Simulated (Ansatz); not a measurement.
Here is a crystal structure:

```xyz
2
Lattice="2.5311 0.0000 0.0000 -1.2656 2.1920 0.0000 0.0000 0.0000 4.1296" Properties=species:S:1:pos:R:3 pbc="T T T"
Cu    0.0000    1.4613    3.0972
Cu    1.2656    0.7307    1.0324
```

> Work out the structure from the coordinates.

The element is copper. The symmetry is that of P6_3/mmc (No. 194), on a primitive hexagonal lattice. The structure type is hexagonal close-packed (Mg type). The cell holds two atoms. The neighbours of Cu are twelve Cu in an anticuboctahedral arrangement at 2.53 Å. The bonds build a three-dimensional framework.

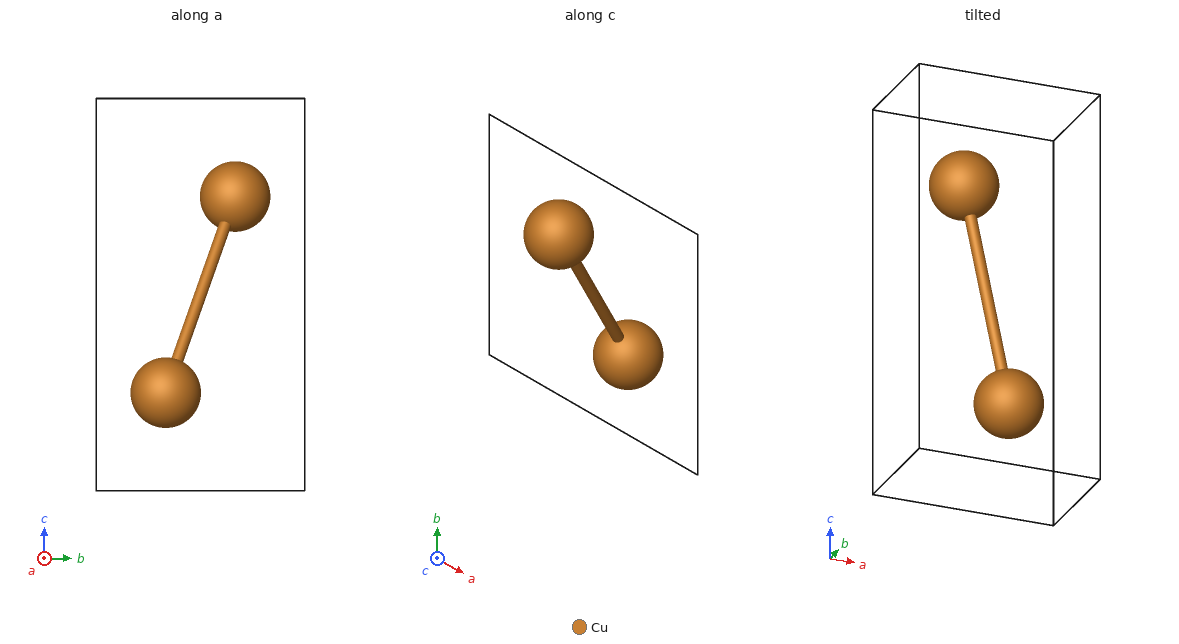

Drawn in the ball-and-stick manner and seen along the a axis, along the c axis and slightly off an axis. Thin lines show the conventional unit cell, with boundary atoms drawn in all their periodic places. Colours: copper orange.

It goes back to a structure listed in the Materials Project, with elements exchanged, so it need not be a known form of the compound. A relaxation with DFT r2SCAN, scalar-relativistic, plane waves, PAW in Ansatz gave the geometry drawn.
